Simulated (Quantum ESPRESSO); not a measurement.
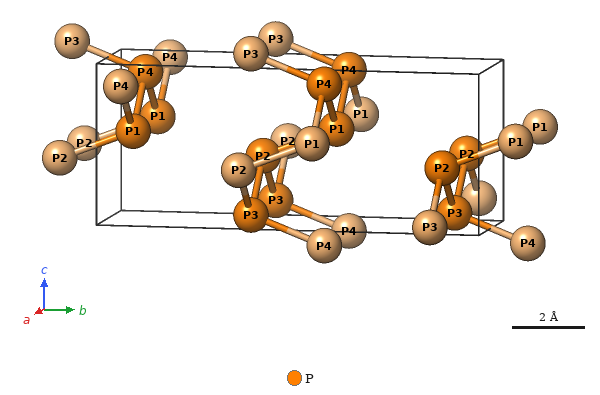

*The structure as given in the input (ball-and-stick view of the cell 2 times as large as that of the calculation, set on its symmetry axes, seen slightly off an axis; neighbours outside the cell are drawn fainter; atoms are numbered from 1 in the order of the input). An atom can appear more than once, as a periodic image.*

Near neighbours in the periodic cell (some may lie outside the picture): P has 3 P at 2.20 to 2.25 Å.

**Band-structure run of P (part 1 of 2)**

The run: band-structure run of P (Cmce, 4 atoms in the cell). Method and program: Kohn-Sham DFT of a periodic cell, PBEsol, GBRV 1.5 PBEsol, no spin polarisation (Quantum ESPRESSO 7.5).

The structure derives from a Materials Project entry.

The program's output:
```
This program is part of the open-source Quantum ESPRESSO suite
     for quantum simulation of materials; please cite
         "P. Giannozzi et al., J. Phys.:Condens. Matter 21 395502 (2009);
         "P. Giannozzi et al., J. Phys.:Condens. Matter 29 465901 (2017);
         "P. Giannozzi et al., J. Chem. Phys. 152 154105 (2020);
          URL
     in publications or presentations arising from this work. More details at

     Message from routine setup:
     using ibrav=0 with symmetry is DISCOURAGED, use correct ibrav instead

     K-points division:     npool     =       2
     Subspace diagonalization in iterative solution of the eigenvalue problem:
     a serial algorithm will be used

     G-vector sticks info
     --------------------
     sticks:   dense  smooth     PW     G-vecs:    dense   smooth      PW
     Sum        1845     921    311                63647    22541    4395

     Using Slab Decomposition

     bravais-lattice index     =            0
     lattice parameter (alat)  =       8.0000  a.u.
     unit-cell volume          =     552.2208 (a.u.)^3
     number of atoms/cell      =            4
     number of atomic types    =            1
     number of electrons       =        20.00
     number of Kohn-Sham states=           16
     kinetic-energy cutoff     =      45.0000  Ry
     charge density cutoff     =     360.0000  Ry
     scf convergence threshold =      8.0E-10
     mixing beta               =       0.5000
     number of iterations used =            8  plain     mixing
     Exchange-correlation= SLA  PW   PSX  PSC
                           (   1   4  10   8   0   0   0)

     celldm(1)=   8.000000  celldm(2)=   0.000000  celldm(3)=   0.000000
     celldm(4)=   0.000000  celldm(5)=   0.000000  celldm(6)=   0.000000

     crystal axes: (cart. coord. in units of alat)
               a(1) = (   0.389223  -1.290928   0.000000 )
               a(2) = (   0.389223   1.290928   0.000000 )
               a(3) = (   0.000000   0.000000   1.073278 )

     reciprocal axes: (cart. coord. in units 2 pi/alat)
               b(1) = (  1.284611 -0.387318  0.000000 )
               b(2) = (  1.284611  0.387318 -0.000000 )
               b(3) = ( -0.000000  0.000000  0.931725 )

     PseudoPot. # 1 for P  read from file:
     p_pbesol_v1.5.uspp.F.UPF
     Pseudo is Ultrasoft + core correction, Zval =  5.0
     Generated by new atomic code, or converted to UPF format
     Using radial grid of  903 points,  6 beta functions with:
                l(1) =   0
                l(2) =   0
                l(3) =   1
                l(4) =   1
                l(5) =   2
                l(6) =   2
     Q(r) pseudized with  8 coefficients,  rinner =    1.300   1.300   1.300
                                                       1.300   1.300

     atomic species   valence    mass     pseudopotential
     P                 5.00    30.97380     P ( 1.00)

      8 Sym. Ops., with inversion, found ( 4 have fractional translation)

   Cartesian axes

     site n.     atom                  positions (alat units)
         1        P      tau(   1) = (   0.3892229  -1.0434394   0.6319626  )
         2        P      tau(   2) = (   0.3892229   1.0434394   0.4413158  )
         3        P      tau(   3) = (   0.3892229  -0.2474886   0.0953234  )
         4        P      tau(   4) = (   0.3892229   0.2474886   0.9779550  )

     number of k points=    84  Fermi-Dirac smearing, width (Ry)=  0.0037
                       cart. coord. in units 2pi/alat
        k(    1) = (   0.0000000   0.0000000   0.0000000), wk =   0.0052083
        k(    2) = (   0.0000000   0.0000000   0.1552875), wk =   0.0104167
        k(    3) = (   0.0000000   0.0000000   0.3105749), wk =   0.0104167
        k(    4) = (   0.0000000   0.0000000  -0.4658624), wk =   0.0052083
        k(    5) = (   0.1605764   0.0484148   0.0000000), wk =   0.0208333
        k(    6) = (   0.1605764   0.0484148   0.1552875), wk =   0.0416667
        k(    7) = (   0.1605764   0.0484148   0.3105749), wk =   0.0416667
        k(    8) = (   0.1605764   0.0484148  -0.4658624), wk =   0.0208333
        k(    9) = (   0.3211527   0.0968296   0.0000000), wk =   0.0208333
        k(   10) = (   0.3211527   0.0968296   0.1552875), wk =   0.0416667
        k(   11) = (   0.3211527   0.0968296   0.3105749), wk =   0.0416667
        k(   12) = (   0.3211527   0.0968296  -0.4658624), wk =   0.0208333
        k(   13) = (   0.4817291   0.1452443   0.0000000), wk =   0.0208333
        k(   14) = (   0.4817291   0.1452443   0.1552875), wk =   0.0416667
        k(   15) = (   0.4817291   0.1452443   0.3105749), wk =   0.0416667
        k(   16) = (   0.4817291   0.1452443  -0.4658624), wk =   0.0208333
        k(   17) = (  -0.6423055  -0.1936591   0.0000000), wk =   0.0104167
        k(   18) = (  -0.6423055  -0.1936591   0.1552875), wk =   0.0208333
        k(   19) = (  -0.6423055  -0.1936591   0.3105749), wk =   0.0208333
        k(   20) = (  -0.6423055  -0.1936591  -0.4658624), wk =   0.0104167
        k(   21) = (   0.3211527   0.0000000   0.0000000), wk =   0.0104167
        k(   22) = (   0.3211527   0.0000000   0.1552875), wk =   0.0208333
        k(   23) = (   0.3211527   0.0000000   0.3105749), wk =   0.0208333
        k(   24) = (   0.3211527   0.0000000  -0.4658624), wk =   0.0104167
        k(   25) = (   0.4817291   0.0484148   0.0000000), wk =   0.0208333
        k(   26) = (   0.4817291   0.0484148   0.1552875), wk =   0.0416667
        k(   27) = (   0.4817291   0.0484148   0.3105749), wk =   0.0416667
        k(   28) = (   0.4817291   0.0484148  -0.4658624), wk =   0.0208333
        k(   29) = (   0.6423055   0.0968296   0.0000000), wk =   0.0208333
        k(   30) = (   0.6423055   0.0968296   0.1552875), wk =   0.0416667
        k(   31) = (   0.6423055   0.0968296   0.3105749), wk =   0.0416667
        k(   32) = (   0.6423055   0.0968296  -0.4658624), wk =   0.0208333
        k(   33) = (  -0.4817291  -0.2420739   0.0000000), wk =   0.0208333
        k(   34) = (  -0.4817291  -0.2420739   0.1552875), wk =   0.0416667
        k(   35) = (  -0.4817291  -0.2420739   0.3105749), wk =   0.0416667
        k(   36) = (  -0.4817291  -0.2420739  -0.4658624), wk =   0.0208333
        k(   37) = (  -0.3211527  -0.1936591   0.0000000), wk =   0.0208333
        k(   38) = (  -0.3211527  -0.1936591   0.1552875), wk =   0.0416667
        k(   39) = (  -0.3211527  -0.1936591   0.3105749), wk =   0.0416667
        k(   40) = (  -0.3211527  -0.1936591  -0.4658624), wk =   0.0208333
        k(   41) = (  -0.1605764  -0.1452443   0.0000000), wk =   0.0208333
        k(   42) = (  -0.1605764  -0.1452443   0.1552875), wk =   0.0416667
        k(   43) = (  -0.1605764  -0.1452443   0.3105749), wk =   0.0416667
        k(   44) = (  -0.1605764  -0.1452443  -0.4658624), wk =   0.0208333
        k(   45) = (   0.0000000  -0.0968296   0.0000000), wk =   0.0104167
        k(   46) = (   0.0000000  -0.0968296   0.1552875), wk =   0.0208333
        k(   47) = (   0.0000000  -0.0968296   0.3105749), wk =   0.0208333
        k(   48) = (   0.0000000  -0.0968296  -0.4658624), wk =   0.0104167
        k(   49) = (   0.6423055   0.0000000   0.0000000), wk =   0.0104167
        k(   50) = (   0.6423055   0.0000000   0.1552875), wk =   0.0208333
        k(   51) = (   0.6423055   0.0000000   0.3105749), wk =   0.0208333
        k(   52) = (   0.6423055   0.0000000  -0.4658624), wk =   0.0104167
        k(   53) = (   0.8028818   0.0484148   0.0000000), wk =   0.0208333
        k(   54) = (   0.8028818   0.0484148   0.1552875), wk =   0.0416667
        k(   55) = (   0.8028818   0.0484148   0.3105749), wk =   0.0416667
        k(   56) = (   0.8028818   0.0484148  -0.4658624), wk =   0.0208333
        k(   57) = (  -0.3211527  -0.2904887   0.0000000), wk =   0.0208333
        k(   58) = (  -0.3211527  -0.2904887   0.1552875), wk =   0.0416667
        k(   59) = (  -0.3211527  -0.2904887   0.3105749), wk =   0.0416667
        k(   60) = (  -0.3211527  -0.2904887  -0.4658624), wk =   0.0208333
        k(   61) = (  -0.1605764  -0.2420739   0.0000000), wk =   0.0208333
        k(   62) = (  -0.1605764  -0.2420739   0.1552875), wk =   0.0416667
        k(   63) = (  -0.1605764  -0.2420739   0.3105749), wk =   0.0416667
        k(   64) = (  -0.1605764  -0.2420739  -0.4658624), wk =   0.0208333
        k(   65) = (   0.0000000  -0.1936591   0.0000000), wk =   0.0104167
        k(   66) = (   0.0000000  -0.1936591   0.1552875), wk =   0.0208333
        k(   67) = (   0.0000000  -0.1936591   0.3105749), wk =   0.0208333
        k(   68) = (   0.0000000  -0.1936591  -0.4658624), wk =   0.0104167
        k(   69) = (   0.9634582   0.0000000   0.0000000), wk =   0.0104167
        k(   70) = (   0.9634582   0.0000000   0.1552875), wk =   0.0208333
        k(   71) = (   0.9634582   0.0000000   0.3105749), wk =   0.0208333
        k(   72) = (   0.9634582   0.0000000  -0.4658624), wk =   0.0104167
        k(   73) = (  -0.1605764  -0.3389035   0.0000000), wk =   0.0208333
        k(   74) = (  -0.1605764  -0.3389035   0.1552875), wk =   0.0416667
        k(   75) = (  -0.1605764  -0.3389035   0.3105749), wk =   0.0416667
        k(   76) = (  -0.1605764  -0.3389035  -0.4658624), wk =   0.0208333
        k(   77) = (   0.0000000  -0.2904887   0.0000000), wk =   0.0104167
        k(   78) = (   0.0000000  -0.2904887   0.1552875), wk =   0.0208333
        k(   79) = (   0.0000000  -0.2904887   0.3105749), wk =   0.0208333
        k(   80) = (   0.0000000  -0.2904887  -0.4658624), wk =   0.0104167
        k(   81) = (  -1.2846109   0.0000000   0.0000000), wk =   0.0052083
        k(   82) = (  -1.2846109   0.0000000   0.1552875), wk =   0.0104167
        k(   83) = (  -1.2846109   0.0000000   0.3105749), wk =   0.0104167
        k(   84) = (  -1.2846109   0.0000000  -0.4658624), wk =   0.0052083

     Dense  grid:    63647 G-vectors     FFT dimensions: (  72,  72,  54)

     Smooth grid:    22541 G-vectors     FFT dimensions: (  48,  48,  40)

     Initial potential from superposition of free atoms

     starting charge      19.9994, renormalised to      20.0000
     Starting wfcs are   16 randomized atomic wfcs

     Self-consistent Calculation

     iteration #  1     ecut=    45.00 Ry     beta= 0.50
     Davidson diagonalization with overlap
     ethr =  1.00E-02,  avg # of iterations =  3.5

     Threshold (ethr) on eigenvalues was too large:
     Diagonalizing with lowered threshold

     Davidson diagonalization with overlap
     ethr =  2.74E-04,  avg # of iterations =  3.8

     total energy              =     -61.90831793 Ry
     estimated scf accuracy    <       0.05635572 Ry

     iteration #  2     ecut=    45.00 Ry     beta= 0.50
     Davidson diagonalization with overlap
     ethr =  2.82E-04,  avg # of iterations =  1.0

     total energy              =     -61.90717613 Ry
     estimated scf accuracy    <       0.01048814 Ry

     iteration #  3     ecut=    45.00 Ry     beta= 0.50
     Davidson diagonalization with overlap
     ethr =  5.24E-05,  avg # of iterations =  2.8

     total energy              =     -61.90772598 Ry
     estimated scf accuracy    <       0.00018431 Ry

     iteration #  4     ecut=    45.00 Ry     beta= 0.50
     Davidson diagonalization with overlap
     ethr =  9.22E-07,  avg # of iterations =  7.9

     total energy              =     -61.90800367 Ry
     estimated scf accuracy    <       0.00002317 Ry

     iteration #  5     ecut=    45.00 Ry     beta= 0.50
     Davidson diagonalization with overlap
     ethr =  1.16E-07,  avg # of iterations =  4.7

     total energy              =     -61.90801455 Ry
     estimated scf accuracy    <       0.00000173 Ry

     iteration #  6     ecut=    45.00 Ry     beta= 0.50
     Davidson diagonalization with overlap
     ethr =  8.66E-09,  avg # of iterations =  4.1

     total energy              =     -61.90801559 Ry
     estimated scf accuracy    <       0.00000020 Ry

     iteration #  7     ecut=    45.00 Ry     beta= 0.50
     Davidson diagonalization with overlap
     ethr =  1.00E-09,  avg # of iterations =  3.7

     total energy              =     -61.90801565 Ry
     estimated scf accuracy    <       0.00000002 Ry

     iteration #  8     ecut=    45.00 Ry     beta= 0.50
     Davidson diagonalization with overlap
     ethr =  1.06E-10,  avg # of iterations =  4.4

     total energy              =     -61.90801567 Ry
     estimated scf accuracy    <          3.2E-09 Ry

     iteration #  9     ecut=    45.00 Ry     beta= 0.50
     Davidson diagonalization with overlap
     ethr =  1.59E-11,  avg # of iterations =  3.9

     End of self-consistent calculation

          k = 0.0000 0.0000 0.0000 (  2839 PWs)   bands (ev):

    -9.0997  -6.3357  -3.0488  -0.0703   1.8109   1.8346   2.6621   3.9248
     4.1667   5.5320   7.2552   7.6623   8.5655   9.5419  12.1201  12.9241

          k = 0.0000 0.0000 0.1553 (  2813 PWs)   bands (ev):

    -8.9572  -6.5686  -3.0306  -0.3329   1.4774   2.3698   2.7662   4.0889
     4.6326   4.7570   7.6946   8.3415   8.3572   9.3954  11.4082  12.1162

          k = 0.0000 0.0000 0.3106 (  2822 PWs)   bands (ev):

    -8.5439  -7.1776  -2.7630  -1.1867   1.6077   3.0557   3.3562   3.6857
     3.8418   5.6959   7.9145   8.0462   9.2934   9.8455  10.3653  11.7212

          k = 0.0000 0.0000-0.4659 (  2838 PWs)   bands (ev):

    -7.9111  -7.9111  -2.1126  -2.1126   2.3130   2.3130   3.4565   3.4565
     5.0827   5.0827   8.1048   8.1048   9.6057   9.6057  11.2896  11.2896

          k = 0.1606 0.0484 0.0000 (  2844 PWs)   bands (ev):

    -8.9072  -6.1533  -3.1319   0.1005   1.4480   1.7351   1.9589   3.4305
     4.0183   5.6440   7.4525   8.6512   9.0747   9.9224  11.1075  11.3539

          k = 0.1606 0.0484 0.1553 (  2821 PWs)   bands (ev):

    -8.7657  -6.3895  -3.0710  -0.2363   1.3841   1.5633   2.7640   3.0915
     4.7152   4.7923   8.2985   8.6543   9.1434   9.8081  10.3510  11.7344

          k = 0.1606 0.0484 0.3106 (  2818 PWs)   bands (ev):

    -8.3557  -6.9994  -2.7458  -1.1386   1.6757   1.8024   2.6777   3.5489
     4.0770   5.2910   8.9087   9.0822   9.3808   9.6763  10.0697  11.7351

          k = 0.1606 0.0484-0.4659 (  2826 PWs)   bands (ev):

    -7.7281  -7.7281  -2.0703  -2.0703   2.1635   2.1635   2.5172   2.5172
     5.1001   5.1001   8.7730   8.7730   9.9147   9.9147  11.1136  11.1136

          k = 0.3212 0.0968 0.0000 (  2814 PWs)   bands (ev):

    -8.3360  -5.6066  -3.6374  -0.0557   0.5748   0.6974   2.3655   3.1789
     4.1530   5.5638   7.2667   8.1512   9.1837   9.4866  10.5842  11.7034

          k = 0.3212 0.0968 0.1553 (  2812 PWs)   bands (ev):

    -8.1986  -5.8664  -3.4433  -0.4963   0.4340   0.8794   2.6204   3.0981
     4.2678   5.0379   7.7527   8.4610   8.8547   9.8855  11.4614  11.8148

          k = 0.3212 0.0968 0.3106 (  2817 PWs)   bands (ev):

    -7.8011  -6.4845  -2.9308  -1.3111   0.3509   1.0143   2.3750   3.6590
     4.2376   4.4046   8.1482   9.0300   9.6259  10.8061  11.3995  12.2505

          k = 0.3212 0.0968-0.4659 (  2828 PWs)   bands (ev):

    -7.1938  -7.1938  -2.1863  -2.1863   0.6444   0.6444   2.9130   2.9130
     4.3893   4.3893   8.9681   8.9681  10.3799  10.3799  11.9603  11.9603

          k = 0.4817 0.1452 0.0000 (  2804 PWs)   bands (ev):

    -7.4092  -4.8003  -4.6980  -1.8521   0.6497   1.1391   2.8869   3.4105
     3.9683   4.8902   7.0798   7.8121   8.0626   9.0927   9.4065  10.8042

          k = 0.4817 0.1452 0.1553 (  2812 PWs)   bands (ev):

    -7.2830  -5.2272  -4.2694  -1.9996   0.3555   1.1542   2.7751   3.1432
     3.9067   5.0011   7.5934   7.9008   8.4231   8.9429  10.6097  10.7044

          k = 0.4817 0.1452 0.3106 (  2809 PWs)   bands (ev):

    -6.9223  -5.7808  -3.7111  -2.4391   0.1596   0.9482   2.1587   2.9373
     4.0133   4.9731   8.0356   8.6828   9.3436   9.7703  10.8608  12.2094

          k = 0.4817 0.1452-0.4659 (  2824 PWs)   bands (ev):

    -6.3859  -6.3859  -3.0671  -3.0671   0.4265   0.4265   2.3747   2.3747
     4.4749   4.4749   9.0480   9.0480   9.5980   9.5980  12.3690  12.3690

          k =-0.6423-0.1937 0.0000 (  2802 PWs)   bands (ev):

    -6.1826  -6.1826  -3.4365  -3.4365   1.1284   1.1284   3.3554   3.3554
     4.0843   4.0843   7.3177   7.3177   8.1411   8.1411  10.0111  10.0111

          k =-0.6423-0.1937 0.1553 (  2798 PWs)   bands (ev):

    -6.0992  -6.0992  -3.5094  -3.5094   0.9636   0.9636   2.8063   2.8063
     4.5109   4.5109   7.3999   7.3999   9.0140   9.0140   9.8583   9.8583

          k =-0.6423-0.1937 0.3106 (  2818 PWs)   bands (ev):

    -5.9054  -5.9054  -3.7028  -3.7028   0.8579   0.8579   1.9775   1.9775
     4.8304   4.8304   8.2981   8.2981   9.1881   9.1881  11.0618  11.0618

          k =-0.6423-0.1937-0.4659 (  2816 PWs)   bands (ev):

    -5.7887  -5.7887  -3.8296  -3.8296   1.0450   1.0450   1.4142   1.4142
     4.9423   4.9423   8.3184   8.3184  10.1209  10.1209  11.5973  11.5973

          k = 0.3212 0.0000 0.0000 (  2825 PWs)   bands (ev):

    -8.3535  -5.5606  -3.6362  -0.0721   0.5115   0.6926   2.4202   3.2680
     4.0574   5.4954   7.4265   7.9684   9.0807   9.4065  10.5148  11.8344

          k = 0.3212 0.0000 0.1553 (  2825 PWs)   bands (ev):

    -8.2154  -5.8382  -3.4238  -0.4864   0.4677   0.7890   2.7103   3.0659
     4.2080   4.8980   7.9395   8.2772   8.8635   9.7936  11.6153  11.7766

          k = 0.3212 0.0000 0.3106 (  2815 PWs)   bands (ev):

    -7.8153  -6.4799  -2.8873  -1.2725   0.4028   1.0142   2.2770   3.5751
     4.1986   4.2525   8.0827   9.1763   9.7184  10.8519  11.5602  12.2959

          k = 0.3212 0.0000-0.4659 (  2828 PWs)   bands (ev):

    -7.2021  -7.2021  -2.1353  -2.1353   0.6986   0.6986   2.7496   2.7496
     4.3097   4.3097   8.9569   8.9569  10.6434  10.6434  12.0338  12.0338

          k = 0.4817 0.0484 0.0000 (  2788 PWs)   bands (ev):

    -7.4404  -4.7790  -4.6147  -1.9215   0.6477   1.0455   3.0121   3.5179
     3.7743   4.9951   7.2196   7.5905   7.9440   8.9172   9.3115  11.0255

          k = 0.4817 0.0484 0.1553 (  2811 PWs)   bands (ev):

    -7.3127  -5.1986  -4.2073  -2.0482   0.4167   1.0652   2.8694   3.1776
     3.7171   4.9607   7.5794   7.9850   8.3334   8.7608  10.5720  11.0433

          k = 0.4817 0.0484 0.3106 (  2823 PWs)   bands (ev):

    -6.9469  -5.7757  -3.6587  -2.4436   0.2781   1.0005   2.1241   2.8417
     3.7586   4.7637   8.0548   8.9687   9.3762   9.7751  11.2436  12.1775

          k = 0.4817 0.0484-0.4659 (  2826 PWs)   bands (ev):

    -6.3997  -6.3997  -3.0356  -3.0356   0.5671   0.5671   2.2510   2.2510
     4.1870   4.1870   9.4669   9.4669   9.5777   9.5777  12.3328  12.3328

          k = 0.6423 0.0968 0.0000 (  2807 PWs)   bands (ev):

    -6.2196  -6.1436  -3.5401  -3.3321   1.0924   1.1602   3.3355   3.3834
     3.8790   4.3006   7.2183   7.3681   8.0942   8.2715   9.8573  10.0551

          k = 0.6423 0.0968 0.1553 (  2805 PWs)   bands (ev):

    -6.1331  -6.0637  -3.5928  -3.4264   0.9012   1.0356   2.7456   2.8339
     4.3263   4.7699   7.1746   7.5302   8.9363   9.0515   9.8527  10.0221

          k = 0.6423 0.0968 0.3106 (  2816 PWs)   bands (ev):

    -5.9279  -5.8822  -3.7414  -3.6647   0.7423   0.9899   1.8397   2.1195
     4.6109   5.0208   8.0751   8.5454   8.9852   9.4846  10.9005  11.3191

          k = 0.6423 0.0968-0.4659 (  2816 PWs)   bands (ev):
```
